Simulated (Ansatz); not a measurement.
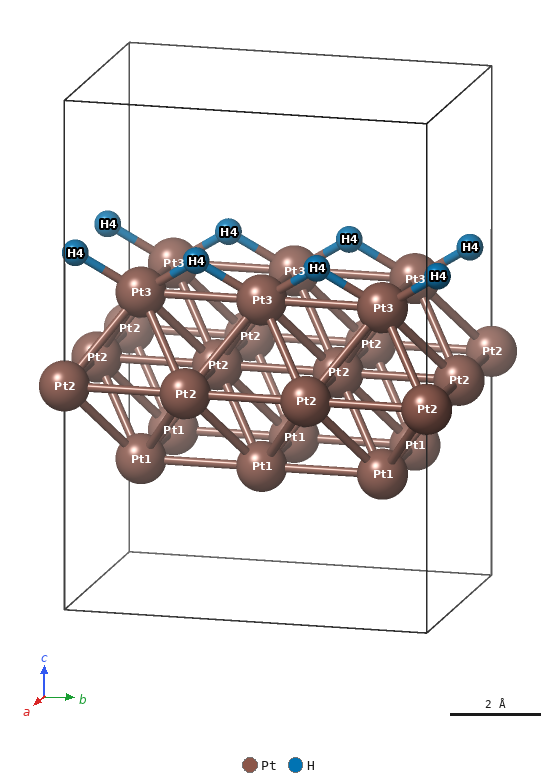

**Figure 1.** The starting structure (ball-and-stick view of the 2 × 3 repeat of the cell, with the vacuum cut short, seen slightly off an axis; atoms are numbered from 1 in the order of the input). An atom can appear more than once, as a periodic image.

Geometry relaxation of Pt$_{3}$H (part 1 of 2)

The run: geometry relaxation of Pt$_{3}$H (slab, 4 atoms in the cell). Method and program: DFT PBE, scalar-relativistic, plane waves, PAW, PAW set soft_1, no spin polarisation (Ansatz 0.2.0).

The structure derives from an entry of the Crystallography Open Database. The input holds or restrains some coordinates. Forces given for the steps count only the free coordinates. Figures and captions count atoms from 1; the log counts them from 0 in places.

### What the program printed
```
Engine: ansatz 0.2.0, x86_64-unknown-linux-gnu
Pseudopotentials: kind: paw
Pseudopotential: Pt, paw, valence charge 18, recommended cutoff 420 eV (normal), [file]
Pseudopotential: H, paw, valence charge 1, recommended cutoff 420 eV (normal), [file]
Functional definition: PBE
  parameter kappa = 0.804
  parameter beta = 0.06672455060314922
  exchange = pbe_x(kappa = kappa, mu = beta*pi^2/3)
  correlation = pbe_c(beta = beta)
Crystal: 4 atoms, lattice volume = 152.492 Å³
Basis set: ecut = 420 eV, 2997 PW (Γ), exchange–correlation on 40×40×270 points (8 copies of the dense FFT grid, shifted against one another)
Bands: 33, of which v1, the nominal top of the filled ones, is band 28 counted from 1 (27 counted from 0)
Symmetry: 2 space group operations
Space group: Pm (ITA 6), of the structure as read, at distance tolerance 5.3e-5 Å
k-points: 25 of 81 (time reversal used)
Non-local potential: Pt, projectors of the file, l = 0: 3, l = 1: 2, l = 2: 2, l = 3: 1
Non-local potential: H, projectors of the file, l = 0: 2, l = 1: 1
PAW form: soft (Blöchl's): semilocal exchange-correlation on the pseudo side does not see the compensation charge
PAW one-centre angular grid: Pt, 590 points (default); XC on 64 Gauss nodes
PAW one-centre angular grid: H, 110 points (default); XC on 64 Gauss nodes
Initial density: superposition of atomic densities (neutral atoms: chi_scale 0, normalization atom)
Initial wavefunctions: pseudopotential atomic-orbital guess
Functional: x = pbe(κ = 0.804, μ = 0.2195149727645171), c = pbe(β = 0.06672455060314922)
SCF iter   1: F=—  HF=-37590.024954 eV  |F-HF|=—  |Δ(HF+E_count)|=         —  Δρ=5.49e-2  dr2=5.27e0  ethr=3.10e-3  p=-0.000 e·Å  D=-3.93e-6 V/Å  ΔV_dip=0.00 eV  dr2_dipole=6.98e-3  V_vac-E_F(+/−)=4.78/4.78 eV  ⟨swp⟩=7.8  Hψ=3781  notcnv=0
efield: sawtooth ramp at fractional position 0.8102 (placed from the atoms, in the widest stretch of the axis that holds none; the zero of the levels goes with the place), width 0.0400; the density the first Hamiltonian is built on has a dipole p = -0.000 e·Å; the dipole correction subtracts the counter field D = -3.93e-6 V/Å, which shifts the + side's vacuum level by +0.00 eV against the − side's; the planar-averaged density in the ramp window peaks in size at 9.9e-6 e/Å³
preconditioner: auto → LDOS  [metal: Δε(μ)=0.037 eV  Ē_g=7.009 eV  σ=0.100 eV  W_gap=0.20  n_scr=26 (ndim 8)  ℏωp=16.7 eV  f_vac=0.604  D(μ)=5.68/eV (n_scr^D=50)  β→1.0]
SCF iter   2: F=—  HF=-37589.673956 eV  |F-HF|=—  |Δ(HF+E_count)|=   3.51e-1  Δρ=4.41e-2  dr2=3.42e0  ethr=3.10e-3  p=-0.041 e·Å  D=-4.82e-2 V/Å  ΔV_dip=0.93 eV  dr2_dipole=2.48e-1  V_vac-E_F(+/−)=6.77/5.83 eV  ⟨swp⟩=3.0  Hψ=2301  notcnv=0  defer=13
SCF iter   3: F=—  HF=-37588.771360 eV  |F-HF|=—  |Δ(HF+E_count)|=   9.03e-1  Δρ=9.23e-3  dr2=2.16e-1  ethr=3.10e-3  p=0.002 e·Å  D=1.91e-3 V/Å  ΔV_dip=-0.04 eV  dr2_dipole=2.73e-3  V_vac-E_F(+/−)=5.57/5.61 eV  ⟨swp⟩=2.0  Hψ=1704  notcnv=0  defer=14
SCF iter   4: F=—  HF=-37588.748710 eV  |F-HF|=—  |Δ(HF+E_count)|=   2.26e-2  Δρ=4.16e-3  dr2=1.16e-1  ethr=3.92e-4  p=0.003 e·Å  D=3.01e-3 V/Å  ΔV_dip=-0.06 eV  dr2_dipole=4.23e-3  V_vac-E_F(+/−)=5.55/5.60 eV  ⟨swp⟩=2.2  Hψ=1485  notcnv=0  defer=14
SCF iter   5: F=—  HF=-37588.740868 eV  |F-HF|=—  |Δ(HF+E_count)|=   7.84e-3  Δρ=3.11e-3  dr2=3.55e-2  ethr=2.10e-4  p=0.006 e·Å  D=7.69e-3 V/Å  ΔV_dip=-0.15 eV  dr2_dipole=2.11e-3  V_vac-E_F(+/−)=5.56/5.71 eV  ⟨swp⟩=2.3  Hψ=1132  notcnv=0  defer=14
SCF iter   6: F=—  HF=-37588.738789 eV  |F-HF|=—  |Δ(HF+E_count)|=   2.08e-3  Δρ=1.03e-3  dr2=2.26e-3  ethr=6.45e-5  p=0.009 e·Å  D=1.08e-2 V/Å  ΔV_dip=-0.21 eV  dr2_dipole=2.53e-5  V_vac-E_F(+/−)=5.53/5.74 eV  ⟨swp⟩=1.6  Hψ=850  notcnv=0  defer=14
SCF iter   7: F=—  HF=-37588.738822 eV  |F-HF|=—  |Δ(HF+E_count)|=   3.26e-5  Δρ=3.38e-4  dr2=6.31e-4  ethr=4.10e-6  p=0.008 e·Å  D=9.44e-3 V/Å  ΔV_dip=-0.18 eV  dr2_dipole=7.91e-5  V_vac-E_F(+/−)=5.55/5.73 eV  ⟨swp⟩=2.0  Hψ=1254  notcnv=0  defer=14
SCF iter   8: F=—  HF=-37588.738880 eV  |F-HF|=—  |Δ(HF+E_count)|=   5.83e-5  Δρ=1.60e-4  dr2=2.20e-4  ethr=1.15e-6  p=0.007 e·Å  D=8.42e-3 V/Å  ΔV_dip=-0.16 eV  dr2_dipole=5.36e-5  V_vac-E_F(+/−)=5.57/5.73 eV  ⟨swp⟩=2.3  Hψ=1189  notcnv=0  defer=14
SCF iter   9: F=—  HF=-37588.738876 eV  |F-HF|=—  |Δ(HF+E_count)|=   4.45e-6  Δρ=9.65e-5  dr2=6.60e-5  ethr=4.00e-7  p=0.007 e·Å  D=8.46e-3 V/Å  ΔV_dip=-0.16 eV  dr2_dipole=1.35e-5  V_vac-E_F(+/−)=5.56/5.72 eV  ⟨swp⟩=1.1  Hψ=815  notcnv=0  defer=14
SCF iter  10: F=-37588.738864 eV  HF=-37588.738874 eV  |F-HF|=1.01e-5  |Δ(HF+E_count)|=   1.77e-6  Δρ=3.66e-5  dr2=9.50e-6  ethr=2.84e-8  p=0.007 e·Å  D=8.38e-3 V/Å  ΔV_dip=-0.16 eV  dr2_dipole=2.66e-6  V_vac-E_F(+/−)=5.56/5.72 eV  ⟨swp⟩=10.0  Hψ=4076  notcnv=0
SCF 1 converged in 10 iterations: F = -37588.738864 eV  dr2 = 9.50e-6
  greatest PAW one-centre occupation: 1.000 electrons in one spin orbital (limit 2), on the Pt atom at site 1 (counted from 0), in its partial waves of l = 0
relax step   1: F+E_penalty+E_count = -37588.73886381 eV  Δ(F+E_penalty+E_count) = +0.000e0 eV  max|allowed force component| = 3.219e-1 eV/Å  Δτ_max = 0.0000 Å  (10 SCF iters, dr2 threshold 1.56e-5 eV, accepted)
Initial density: handed on by an earlier stage of this run
Initial wavefunctions: those handed on with the density
iter 1 solved again at ethr=1.54e-5 eV; its pass at ethr=3.10e-3 eV (dr2=8.49e-3 eV) is discarded
SCF iter   1: F=—  HF=-37588.748001 eV  |F-HF|=—  |Δ(HF+E_count)|=         —  Δρ=1.76e-3  dr2=7.82e-3  ethr=1.54e-5  p=0.007 e·Å  D=8.38e-3 V/Å  ΔV_dip=-0.16 eV  dr2_dipole=1.33e-3  V_vac-E_F(+/−)=5.55/5.71 eV  ⟨swp⟩=2.0  Hψ=2723  notcnv=0  defer=14
efield: sawtooth ramp at fractional position 0.8102 (handed on by an earlier solve), width 0.0400; the density the first Hamiltonian is built on has a dipole p = 0.007 e·Å; the dipole correction subtracts the counter field D = 8.38e-3 V/Å, which shifts the + side's vacuum level by -0.16 eV against the − side's; the planar-averaged density in the ramp window peaks in size at 9.6e-6 e/Å³
preconditioner: auto → LDOS  [metal: Δε(μ)=0.016 eV  Ē_g=7.156 eV  σ=0.100 eV  W_gap=0.09  n_scr=26 (ndim 8)  ℏωp=16.7 eV  f_vac=0.606  D(μ)=6.32/eV (n_scr^D=52)  β→1.0]
SCF iter   2: F=—  HF=-37588.747752 eV  |F-HF|=—  |Δ(HF+E_count)|=   2.49e-4  Δρ=5.26e-4  dr2=1.77e-3  ethr=1.42e-5  p=0.007 e·Å  D=8.54e-3 V/Å  ΔV_dip=-0.17 eV  dr2_dipole=4.82e-4  V_vac-E_F(+/−)=5.55/5.71 eV  ⟨swp⟩=2.0  Hψ=1087  notcnv=0  defer=14
SCF iter   3: F=—  HF=-37588.747736 eV  |F-HF|=—  |Δ(HF+E_count)|=   1.65e-5  Δρ=3.24e-4  dr2=5.64e-4  ethr=3.21e-6  p=0.008 e·Å  D=9.57e-3 V/Å  ΔV_dip=-0.19 eV  dr2_dipole=1.09e-4  V_vac-E_F(+/−)=5.53/5.72 eV  ⟨swp⟩=2.0  Hψ=1086  notcnv=0  defer=14
SCF iter   4: F=—  HF=-37588.747700 eV  |F-HF|=—  |Δ(HF+E_count)|=   3.56e-5  Δρ=1.41e-4  dr2=1.29e-4  ethr=1.02e-6  p=0.008 e·Å  D=9.83e-3 V/Å  ΔV_dip=-0.19 eV  dr2_dipole=1.64e-5  V_vac-E_F(+/−)=5.53/5.72 eV  ⟨swp⟩=2.1  Hψ=1134  notcnv=0  defer=14
SCF iter   5: F=—  HF=-37588.747690 eV  |F-HF|=—  |Δ(HF+E_count)|=   1.01e-5  Δρ=4.96e-5  dr2=8.61e-6  ethr=2.34e-7  p=0.008 e·Å  D=9.74e-3 V/Å  ΔV_dip=-0.19 eV  dr2_dipole=5.34e-7  V_vac-E_F(+/−)=5.53/5.72 eV  ⟨swp⟩=2.4  Hψ=1292  notcnv=0  defer=14
SCF iter   6: F=-37588.747689 eV  HF=-37588.747689 eV  |F-HF|=2.79e-7  |Δ(HF+E_count)|=   9.77e-7  Δρ=1.04e-5  dr2=2.08e-7  ethr=1.18e-8  p=0.008 e·Å  D=9.77e-3 V/Å  ΔV_dip=-0.19 eV  dr2_dipole=7.14e-10  V_vac-E_F(+/−)=5.53/5.72 eV  ⟨swp⟩=11.3  Hψ=3846  notcnv=0
SCF 2 converged in 6 iterations: F = -37588.747689 eV  dr2 = 2.08e-7
relax step   2: F+E_penalty+E_count = -37588.74768939 eV  Δ(F+E_penalty+E_count) = -8.826e-3 eV  max|allowed force component| = 2.935e-2 eV/Å  Δτ_max = 0.0605 Å  (6 SCF iters, dr2 threshold 6.48e-6 eV, accepted)
SCF iter   1: F=—  HF=-37588.747754 eV  |F-HF|=—  |Δ(HF+E_count)|=         —  Δρ=1.51e-4  dr2=5.04e-5  ethr=1.09e-6  p=0.008 e·Å  D=9.77e-3 V/Å  ΔV_dip=-0.19 eV  dr2_dipole=8.92e-6  V_vac-E_F(+/−)=5.53/5.72 eV  ⟨swp⟩=2.6  Hψ=1619  notcnv=0
efield: sawtooth ramp at fractional position 0.8102 (handed on by an earlier solve), width 0.0400; the density the first Hamiltonian is built on has a dipole p = 0.008 e·Å; the dipole correction subtracts the counter field D = 9.77e-3 V/Å, which shifts the + side's vacuum level by -0.19 eV against the − side's; the planar-averaged density in the ramp window peaks in size at 9.1e-6 e/Å³
preconditioner: auto → LDOS  [metal: Δε(μ)=0.016 eV  Ē_g=7.164 eV  σ=0.100 eV  W_gap=0.09  n_scr=26 (ndim 8)  ℏωp=16.7 eV  f_vac=0.606  D(μ)=6.30/eV (n_scr^D=52)  β→1.0]
SCF iter   2: F=—  HF=-37588.747765 eV  |F-HF|=—  |Δ(HF+E_count)|=   1.15e-5  Δρ=4.50e-5  dr2=1.16e-5  ethr=9.16e-8  p=0.008 e·Å  D=9.67e-3 V/Å  ΔV_dip=-0.19 eV  dr2_dipole=2.46e-6  V_vac-E_F(+/−)=5.53/5.72 eV  ⟨swp⟩=2.0  Hψ=1393  notcnv=0
SCF iter   3: F=—  HF=-37588.747766 eV  |F-HF|=—  |Δ(HF+E_count)|=   6.08e-7  Δρ=3.27e-5  dr2=5.30e-6  ethr=2.11e-8  p=0.008 e·Å  D=9.63e-3 V/Å  ΔV_dip=-0.19 eV  dr2_dipole=1.06e-6  V_vac-E_F(+/−)=5.53/5.72 eV  ⟨swp⟩=2.0  Hψ=1202  notcnv=0
SCF iter   4: F=—  HF=-37588.747765 eV  |F-HF|=—  |Δ(HF+E_count)|=   5.11e-7  Δρ=1.55e-5  dr2=1.89e-6  ethr=9.64e-9  p=0.008 e·Å  D=9.57e-3 V/Å  ΔV_dip=-0.19 eV  dr2_dipole=2.26e-7  V_vac-E_F(+/−)=5.53/5.72 eV  ⟨swp⟩=2.1  Hψ=1257  notcnv=0
SCF iter   5: F=-37588.747765 eV  HF=-37588.747765 eV  |F-HF|=4.96e-8  |Δ(HF+E_count)|=   4.48e-8  Δρ=5.08e-6  dr2=9.77e-8  ethr=1.82e-10  p=0.008 e·Å  D=9.58e-3 V/Å  ΔV_dip=-0.19 eV  dr2_dipole=2.36e-8  V_vac-E_F(+/−)=5.53/5.72 eV  ⟨swp⟩=8.4  Hψ=4355  notcnv=0
SCF 3 converged in 5 iterations: F = -37588.747765 eV  dr2 = 9.77e-8
relax step   3: F+E_penalty+E_count = -37588.74776512 eV  Δ(F+E_penalty+E_count) = -7.573e-5 eV  max|allowed force component| = 9.710e-4 eV/Å  Δτ_max = 0.0053 Å  (5 SCF iters, accepted)
```

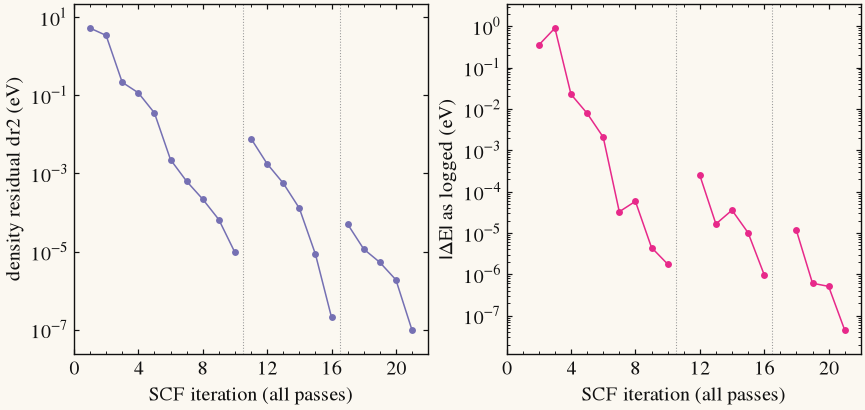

**Figure 2.** Convergence of the self-consistent field: density residual dr2 and size of the energy change against the SCF iteration. The dotted lines part the SCF passes of the relaxation: geometry steps, rejected trials and re-solves on a re-selected basis. The passes take 10, 6 and 5 iterations.
